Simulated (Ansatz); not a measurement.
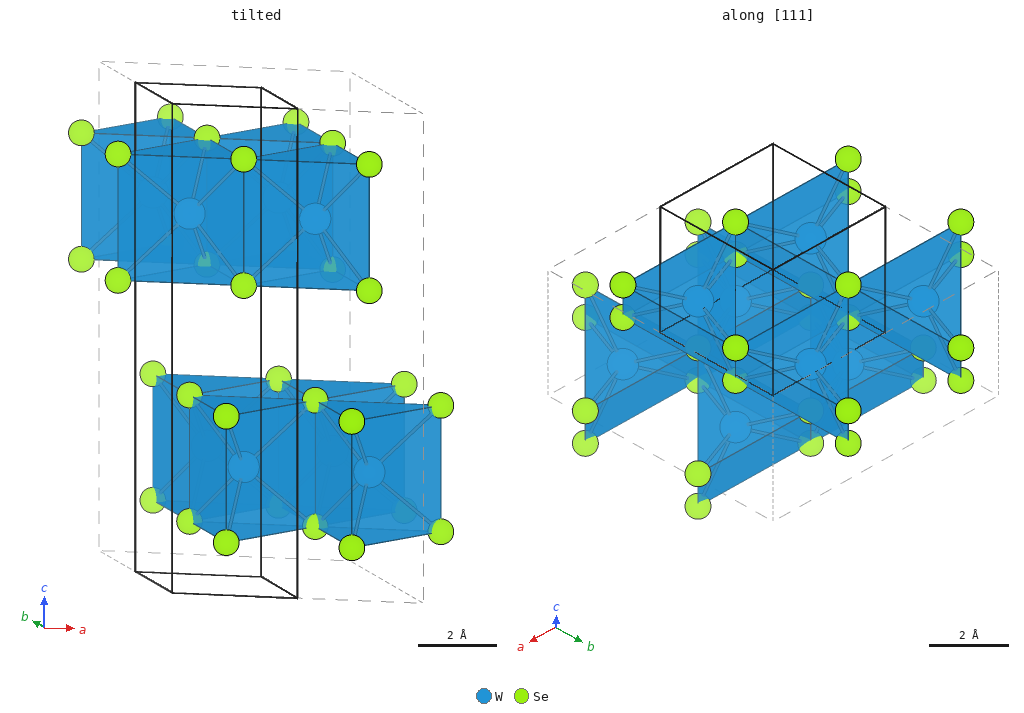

The image is a polyhedral drawing of a crystal, viewed slightly off an axis and along [111]. One conventional unit cell is drawn solid; the view covers 2×2×1 cells. Some atoms of the next cells are drawn as well.

Describe the crystal.

- The solid is WSe2.
- Its lattice is primitive hexagonal, its space group P6_3/mmc (No. 194).
- The structure type is 2H molybdenite (MoS₂) type.
- With Z = 2, the cell contains 2 W, 4 Se.
- The polyhedra are WSe6 trigonal prisms; they share edges.
- About every W there are six Se in a trigonal prismatic arrangement at about 2.5 Å. Se is linked to three W in a trigonal pyramidal arrangement at about 2.5 Å. Not all metal-metal contacts are counted.
- The bonds build WSe2 layers parallel to (001).

The initial geometry was a structure listed in the Materials Project. The cell was then strained or its atoms displaced on purpose. The atoms were relaxed in a fixed cell with DFT PBEsol+D3(BJ), scalar-relativistic, plane waves, PAW in Ansatz.

At this level of theory the run's own cell isn't at rest (stretched, at -6 GPa), so its distances can differ from those at equilibrium, the more so the softer the solid.
